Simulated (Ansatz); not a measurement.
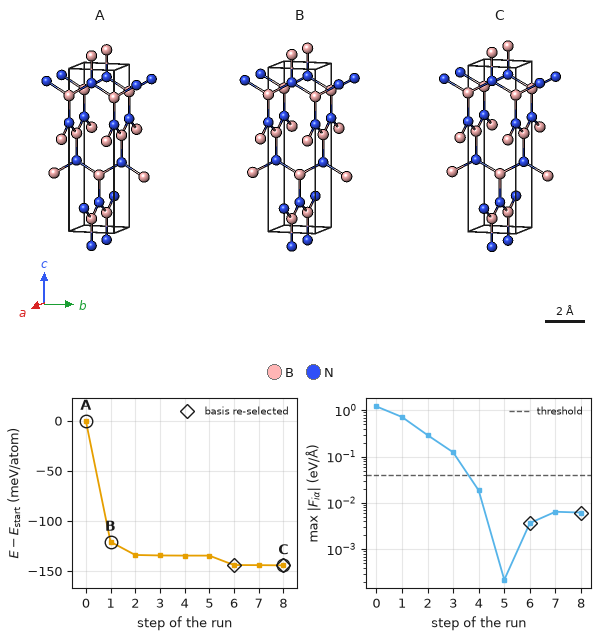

Frames of a relaxation of solid BN (a generated structure, set up in I4_1md) (coarse preliminary run), marked on the history of the run. Style: ball-and-stick. Shown: the conventional cell (2 times the calculation's cell), slightly off an axis. Lengths and directions refer to the drawn axes.

Level of theory: DFT PBE, scalar-relativistic, plane waves, PAW (Ansatz). (plane-wave cutoff 420 eV; k-point mesh 10 × 10 × 10; occupations gaussian; smearing width 0.1 eV; no spin polarisation; cell and atoms relaxed; force threshold 0.04 eV/Å; at most 70 steps)

What happens along the run?

Answer. Over 6 accepted moves (8 points after the start) the energy falls by 144 meV per atom. Largest force component: 1.2 eV/Å at the start, 0.0062 eV/Å at the end. The pressure goes from 47.16 to 0.24 GPa. At 2 points the geometry stayed and the basis and grid were re-selected for the new cell (energy shift of 9.4 meV per atom at most each time). The largest moves relative to the cell, 0.021 Å, are those of B and N atoms. By element the largest moves are N 0.021 Å, B 0.021 Å. The drawn cell changes as follows: a = b 2.461 → 2.614 Å (+6.2 %), c 8.525 → 8.694 Å (+2.0 %); the volume changes by +15.1 %. Among the contacts that change: B–N 1.421 → 1.491 Å. Among the angles between lasting bonds that change: N–B–N 120.0° → 124.9°, B–N–B 120.0° → 124.9°, N–B–N 120.0° → 117.6°. The space group stays I4_1md (No. 109). Cost: 86 s on 1 thread of Intel(R) Xeon(R) Processor @ 2.50GHz (Skylake/Cascade Lake) (shared host), peak memory 0.36 GiB. From step 0 to 1: volume +9.8 %, energy −121 meV per atom. From step 1 to 8: volume +4.8 %, energy −23.5 meV per atom.

| step | E − E(0), meV/atom | largest force component, eV/Å | pressure, GPa | volume, Å³/atom | note |
| --- | --- | --- | --- | --- | --- |
| 0 | 0.00 | 1.2150 | 47.16 | 6.453 |  |
| 1 | -120.62 | 0.7190 | 13.35 | 7.087 |  |
| 2 | -133.75 | 0.2920 | 1.48 | 7.352 |  |
| 3 | -134.22 | 0.1243 | -0.23 | 7.392 |  |
| 4 | -134.37 | 0.0186 | 0.15 | 7.383 |  |
| 5 | -134.38 | 0.0002 | 0.00 | 7.384 |  |
| 6 | -143.80 | 0.0037 | 1.70 | 7.384 | same geometry, new basis |
| 7 | -143.88 | 0.0065 | 0.23 | 7.427 |  |
| 8 | -144.10 | 0.0062 | 0.24 | 7.427 | same geometry, new basis |
